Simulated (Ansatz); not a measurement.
## What a change does: band-structure calculation on GeSi$_{3}$

System: GeSi$_{3}$ (4 atoms in the cell).
Method of run 1: DFT, r2SCAN, plane waves, PAW, no spin polarisation (Ansatz 0.2.0).

The structure was built on a prototype by a generator. The geometry comes from this level: r2SCAN (a point of a series of strains). Text and figures count atoms from 1; the logs count them from 0 in places.

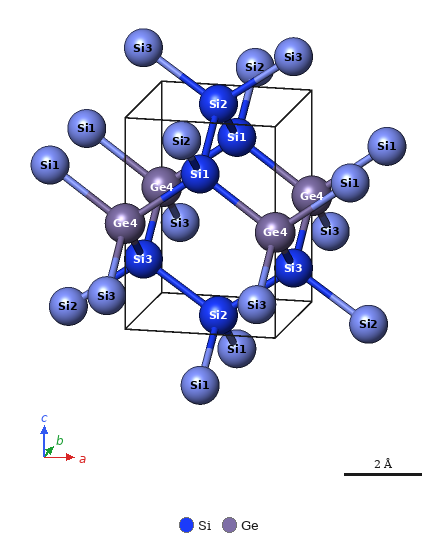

Fig. 1: The structure (ball-and-stick view of the cell of the calculation, seen slightly off an axis; neighbours outside the cell are drawn fainter; atoms are numbered from 1 in the order of the input).

## The input, run 1
```yaml
crystal:
  lattice:
    - [4.0389547665, 0.0, 0.0]
    - [0.0, 4.0389547665, 0.0]
    - [0.0, 0.0, 5.6964442879]
  atoms:
    - { symbol: Si, position: [0.5, 0.0, 0.7551083715] }
    - { symbol: Si, position: [0.5, 0.5, 0.0] }
    - { symbol: Si, position: [0.0, 0.5, 0.2448916285] }
    - { symbol: Ge, position: [0.0, 0.0, 0.5] }
kpoints:
  mp_grid: { grid: [6, 6, 6] }
  band_path:
    path:
      - [0.0, 0.0, 0.0]
      - [0.0, 0.5, 0.0]
      - [0.5, 0.5, 0.0]
      - [0.0, 0.0, 0.5]
      - [0.0, 0.5, 0.5]
      - [0.5, 0.5, 0.5]
    npoints: 1
hamiltonian:
  xc: r2scan
scf:
  occupations: { method: fixed }
  n_extra_bands: 5
output:
  forces: true
  stress: true
  eigenvalues: true
```

Hardware: 4 threads of an Arm (aarch64) CPU, shared host.

## Output, shortened to warnings, some set-up lines, iterations and results (run 1)
```
Basis set: ecut = 500 eV, 2397 PW (Γ), exchange–correlation on 120×120×180 points (64 copies of the dense FFT grid, shifted against one another)
Symmetry: 8 space group operations
k-points: 40 of 216 (time reversal used)
Initial density: superposition of atomic densities (neutral atoms: chi_scale 0, normalization atom), corrected by the library's trained network
[...]
SCF iter   1: F=—  HF=-6219.770221 eV  |F-HF|=—  |Δ(HF+E_count)|=         —  Δρ=4.59e-3  dr2=2.55e-2  dr2_τ=1.30e-2  ethr=1.77e-3  ⟨swp⟩=4.1  Hψ=3355  notcnv=0  defer=109
SCF iter   2: F=—  HF=-6219.780991 eV  |F-HF|=—  |Δ(HF+E_count)|=   1.08e-2  Δρ=2.03e-3  dr2=5.05e-3  dr2_τ=2.67e-5  ethr=9.80e-5  ⟨swp⟩=2.0  Hψ=1649  notcnv=0  defer=114
SCF iter   3: F=—  HF=-6219.779812 eV  |F-HF|=—  |Δ(HF+E_count)|=   1.18e-3  Δρ=1.13e-3  dr2=1.29e-3  dr2_τ=8.95e-6  ethr=1.94e-5  ⟨swp⟩=2.3  Hψ=1190  notcnv=0  defer=117
SCF iter   4: F=—  HF=-6219.779444 eV  |F-HF|=—  |Δ(HF+E_count)|=   3.68e-4  Δρ=1.68e-4  dr2=4.04e-5  dr2_τ=4.06e-7  ethr=4.96e-6  ⟨swp⟩=2.4  Hψ=1074  notcnv=0  defer=117
SCF iter   5: F=—  HF=-6219.779450 eV  |F-HF|=—  |Δ(HF+E_count)|=   6.84e-6  Δρ=4.03e-5  dr2=2.00e-6  dr2_τ=1.55e-8  ethr=1.55e-7  ⟨swp⟩=2.2  Hψ=1000  notcnv=0  defer=62
SCF iter   6: F=-6219.779452 eV  HF=-6219.779452 eV  |F-HF|=1.16e-8  |Δ(HF+E_count)|=   1.15e-6  Δρ=9.36e-6  dr2=6.55e-8  dr2_τ=1.72e-9  ethr=3.85e-10  ⟨swp⟩=9.1  Hψ=4600  …
SCF 1 converged in 6 iterations: F = -6219.779452 eV  dr2 = 6.55e-8
NSCF: frozen V_eff on 6 k-points
SCF converged after 6 iterations
Free energy (F): -6219.779452 eV
Harris-Foulkes:  -6219.779452 eV  (|F-HF|=1.16e-8)
Internal energy: -6219.779452 eV  (E = F + TS)
E sigma→0 (E₀):  -6219.779452 eV
Fermi energy:    5.513724 eV
--- Per-component energies (eV) ---
  E_band       = -185.610745
  E_kinetic    = 225.282192
  E_local      = -3050.107919  (includes V_loc(G=0)·N_el)
  E_nonlocal   = 492.764911
  E_hartree    = 1341.219416
  E_xc         = -220.328979
  E_vxc        = -212.673512  (∫ρ·V_xc dr)
  E_paw        = -3592.115505  (= ΣΔE_a)
  E_vpaw       = -332.845106  (= ΣTr[D̂ρ^β])
  E_aug_tail   = 0.000030  (compensation charges beyond the density's cutoff)
  E_vtau       = 9.529735  (kinetic-family band-sum trace: ∫τ·v_τ [+ j·A + Jᵃ·Aᵃ] dr)
  E_ewald      = -1415.178532
  E_core_change = -1.315065  (= ΣΔE_core)
  E_smearing   = -0.000000  (= −TS)
  E_closure    = 0.000000  (closes the sum)
  Σ components = -6219.779452   (vs F -6219.779452, Δ=0.00e0)
--- Forces (eV/Å), atoms counted from 1 ---
  atom   1  Si    -0.00000000     0.00000000    -0.00037496
  atom   2  Si     0.00000000     0.00000000     0.00000000
  atom   3  Si    -0.00000000     0.00000000     0.00037496
  atom   4  Ge     0.00000000     0.00000000     0.00000000
  max |Σ_I F_I| component: 2.78e-17 eV/Å
--- Stress (GPa, compression-positive) ---
       -8.081687       0.000000      -0.000000
        0.000000      -8.081687       0.000000
       -0.000000       0.000000      -8.025897
  P = ⅓ Tr σ = -8.0631 GPa (-80.631 kbar)
```

The input of run 2 differs as follows (lines with − go, lines with + come):
```diff
-  xc: r2scan
+  xc: pbe
-  occupations: { method: fixed }
+  occupations: { method: fermi_dirac, width: 0.02 }
```

What does this change do to the results?

The total energies belong to different methods, so their difference says nothing on which is more stable or more accurate. The gap on the mesh goes from 0.76 to 0.58 eV. The pressure goes from −8.06 to −6.15 GPa. The largest force goes from 0.000 to 0.072 eV/Å. The functional changes from r2SCAN to PBE. The SCF takes 7 iterations against 6. The default cutoff goes from 500 to 420 eV with the change. The plane waves at Γ go from 2397 to 1859.

## Output, shortened to warnings, some set-up lines, iterations and results (run 2)
```
Basis set: ecut = 420 eV, 1859 PW (Γ), exchange–correlation on 54×54×80 points (8 copies of the dense FFT grid, shifted against one another)
Symmetry: 8 space group operations
k-points: 40 of 216 (time reversal used)
Initial density: superposition of atomic densities (neutral atoms: chi_scale 0, normalization atom), corrected by the library's trained network
[...]
SCF iter   1: F=—  HF=-6202.165756 eV  |F-HF|=—  |Δ(HF+E_count)|=         —  Δρ=1.74e-3  dr2=3.35e-3  ethr=1.77e-3  ⟨swp⟩=6.9  Hψ=4285  notcnv=0
SCF iter   2: F=—  HF=-6202.165307 eV  |F-HF|=—  |Δ(HF+E_count)|=   4.49e-4  Δρ=1.06e-3  dr2=1.34e-3  ethr=1.29e-5  ⟨swp⟩=2.0  Hψ=1500  notcnv=0  defer=1
SCF iter   3: F=—  HF=-6202.165496 eV  |F-HF|=—  |Δ(HF+E_count)|=   1.89e-4  Δρ=5.64e-4  dr2=2.43e-4  ethr=5.17e-6  ⟨swp⟩=2.0  Hψ=1336  notcnv=0  defer=1
SCF iter   4: F=—  HF=-6202.165261 eV  |F-HF|=—  |Δ(HF+E_count)|=   2.34e-4  Δρ=1.96e-4  dr2=2.71e-5  ethr=9.33e-7  ⟨swp⟩=2.6  Hψ=1164  notcnv=0  defer=1
SCF iter   5: F=—  HF=-6202.165294 eV  |F-HF|=—  |Δ(HF+E_count)|=   3.24e-5  Δρ=5.24e-5  dr2=2.49e-6  ethr=1.04e-7  ⟨swp⟩=2.0  Hψ=1203  notcnv=0  defer=1
SCF iter   6: F=—  HF=-6202.165298 eV  |F-HF|=—  |Δ(HF+E_count)|=   4.52e-6  Δρ=2.68e-5  dr2=3.42e-7  ethr=9.56e-9  ⟨swp⟩=2.8  Hψ=1162  notcnv=0  defer=1
SCF iter   7: F=-6202.165298 eV  HF=-6202.165298 eV  |F-HF|=8.72e-8  |Δ(HF+E_count)|=   8.44e-8  Δρ=1.10e-5  dr2=4.83e-8  ethr=3.85e-10  ⟨swp⟩=6.9  Hψ=3413  notcnv=0
SCF 1 converged in 7 iterations: F = -6202.165298 eV  dr2 = 4.83e-8
NSCF: frozen V_eff on 6 k-points
SCF converged after 7 iterations
Free energy (F): -6202.165298 eV
Harris-Foulkes:  -6202.165298 eV  (|F-HF|=8.72e-8)
Internal energy: -6202.165298 eV  (E = F + TS)
E sigma→0 (E₀):  -6202.165298 eV
Fermi energy:    5.922286 eV
--- Per-component energies (eV) ---
  E_band       = -173.229791
  E_kinetic    = 225.705640
  E_local      = -3050.337401  (includes V_loc(G=0)·N_el)
  E_nonlocal   = 494.485737
  E_hartree    = 1338.936619
  E_xc         = -238.006587
  E_vxc        = -200.708412  (∫ρ·V_xc dr)
  E_paw        = -3557.771141  (= ΣΔE_a)
  E_vpaw       = -320.260464  (= ΣTr[D̂ρ^β])
  E_aug_tail   = 0.000368  (compensation charges beyond the density's cutoff)
  E_ewald      = -1415.178532
  E_smearing   = -0.000000  (= −TS)
  E_closure    = -0.000000  (closes the sum)
  Σ components = -6202.165298   (vs F -6202.165298, Δ=0.00e0)
--- Forces (eV/Å), atoms counted from 1 ---
  atom   1  Si    -0.00000000     0.00000000     0.07213122
  atom   2  Si     0.00000000     0.00000000     0.00000000
  atom   3  Si    -0.00000000     0.00000000    -0.07213122
  atom   4  Ge     0.00000000     0.00000000     0.00000000
  max |Σ_I F_I| component: 4.16e-17 eV/Å
--- Stress (GPa, compression-positive) ---
       -6.151889       0.000000      -0.000000
        0.000000      -6.151889       0.000000
       -0.000000       0.000000      -6.132048
  P = ⅓ Tr σ = -6.1453 GPa (-61.453 kbar)
```

## The two runs side by side

```csv
quantity,run 1,run 2
outcome,converged,converged
free energy per atom (eV),−1554.9449,−1550.5413
gap on the mesh (eV),0.76,0.58
pressure (GPa),−8.06,−6.15
largest force (eV/Å),0.000,0.072
SCF iterations,6,7
irreducible k-points,40,40
plane waves at Γ,2397,1859
wall time (shared host),9.3 s,4.4 s
```

For run 1: The cell is under a tension of 8.1 GPa at this level, so it is not at its equilibrium volume. For run 2: The cell is under a tension of 6.1 GPa at this level, so it is not at its equilibrium volume.
